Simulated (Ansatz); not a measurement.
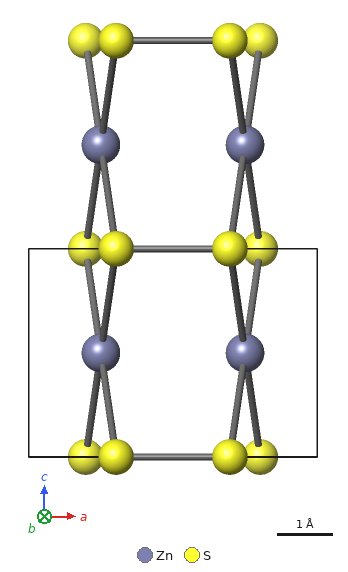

This is the input geometry for a relaxation of a crystal of ZnS (a generated structure, set up in Cmmm). A ball-and-stick model of the conventional cell (2 times the calculation's cell), repeated 1 × 1 × 2 with one cell outlined, seen along the b axis. Lengths and directions refer to the drawn axes.

These are results of DFT PBE, scalar-relativistic, plane waves, PAW (Ansatz 0.2.0), not measurements.

The input:
```yaml
crystal:
  lattice:
    - [2.6506496495, -3.8203397378, 0.0]
    - [2.6506496495, 3.8203397378, 0.0]
    - [0.0, 0.0, 3.8282637998]
  atoms:
    - { symbol: Zn, position: [0.0, 0.5, 0.5] }
    - { symbol: Zn, position: [0.5, 0.0, 0.5] }
    - { symbol: S, position: [0.3027037096, 0.3027037096, 0.0] }
    - { symbol: S, position: [0.6972962904, 0.6972962904, 0.0] }
basis:
  ecutwfc: 420
kpoints:
  mp_grid: { grid: [10, 10, 12] }
hamiltonian:
  xc: pbe
scf:
  occupations: { method: gaussian, width: 0.1 }
output:
  forces: true
  stress: true
  eigenvalues: true
relax:
  adjacent_minimum: "off"
  f_tol: 0.01
  max_steps: 80
  cell: { stress_tol: 0.05 }
```

Command:
```bash
ansatz run input.yaml --threads 1 --pin off --max-ram 2560MiB --backend cpu --events-out ev --progress --plain --runs-dir out
```

Question: Where does the relaxation end?

Answer: The energy falls by 0.4 meV per atom in 3 accepted moves (4 points after the start). The largest force component goes from 0.091 to 0.0056 eV/Å. The pressure goes from −0.22 to 0.02 GPa. At 1 point the geometry stayed and the basis and grid were re-selected for the new cell (energy shift of less than 0.05 meV per atom at most each time). The largest moves relative to the cell, 0.010 Å, are those of S3 and S4. S3 goes along +a. Zn stays in place. The drawn cell changes as follows: a 5.301 → 5.339 Å (+0.7 %), b 7.641 → 7.600 Å (−0.5 %), c 3.828 → 3.811 Å (−0.4 %); the volume changes by −0.3 %. Near-neighbour distances that change, for instance: Zn1–S3 2.719 → 2.707 Å, S3–S4 2.092 → 2.087 Å. The space group stays Cmmm (No. 65).

Final geometry:

```
CELL_PARAMETERS angstrom
2.66949 -3.80023 0.00000
2.66949 3.80023 0.00000
0.00000 0.00000 3.81131
ATOMIC_POSITIONS crystal
Zn 0.00000 0.50000 0.50000
Zn 0.50000 0.00000 0.50000
S 0.30458 0.30458 0.00000
S 0.69542 0.69542 0.00000
```
